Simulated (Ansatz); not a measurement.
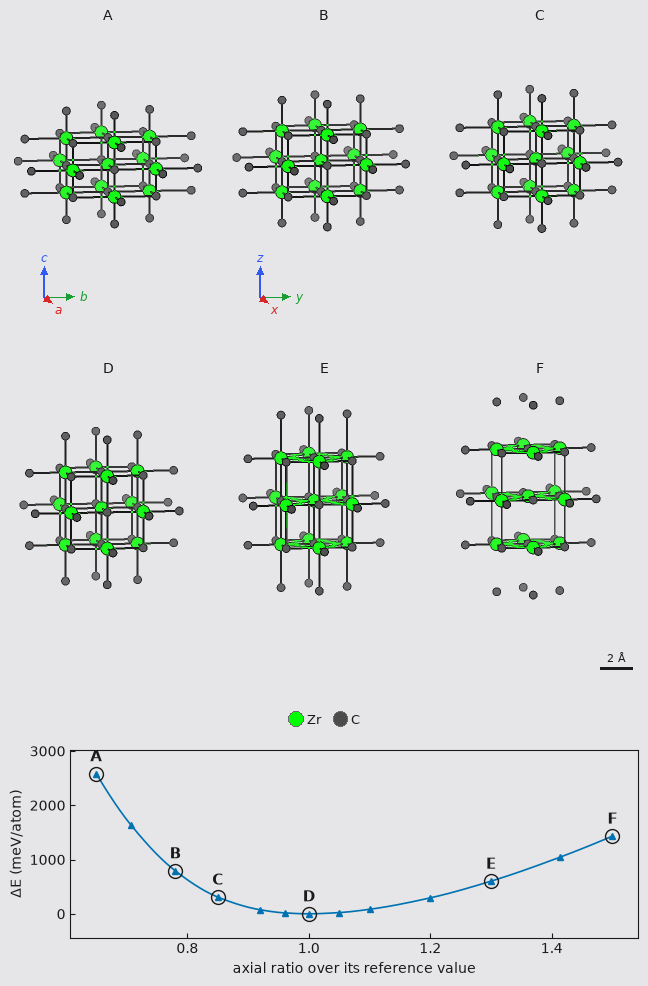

A crystal of ZrC (Fm-3m): the ratio of the cell's length along z to its lengths across, counted as 1 for the reference, is changed at fixed volume (a tetragonal or Bain path), with the atoms kept at their fractional coordinates. x, y and z are the Cartesian axes of the input. The lettered frames are marked on the plot. Style: ball-and-stick. Shown: the conventional cell (4 times the calculation's cell), along the a axis, with a slight tilt. Lengths and directions refer to the drawn axes.

Level of theory: DFT PBE, scalar-relativistic, plane waves, PAW (Ansatz). (plane-wave cutoff 420 eV; k-point mesh 20 × 20 × 20; occupations gaussian; smearing width 0.15 eV; no spin polarisation). Energies (free energies at the smearing named) are counted from the cell as listed in its source, which wasn't relaxed.

Describe the profile.

Answer. Of the computed points the lowest is at the relative ratio 1.00, 0 meV/atom. The end points stand at 2581 meV/atom (0.65) and 1432 meV/atom (1.50). The unrelaxed reference is under a pressure of 1.2 GPa. The distortion takes the space group from Fm-3m to I4/mmm. At the relative ratio 1.50 the cell of the drawing goes a 4.700 → 4.106 Å, b 4.700 → 4.106 Å, c 4.700 → 6.159 Å.

The computed points:

```tsv
axial ratio over its reference value	ΔE (meV/atom)
0.650	2581
0.707	1638
0.780	793
0.850	309
0.920	74
0.960	17
1.000	0
1.050	23
1.100	83
1.200	294
1.300	602
1.414	1045
1.500	1432
```
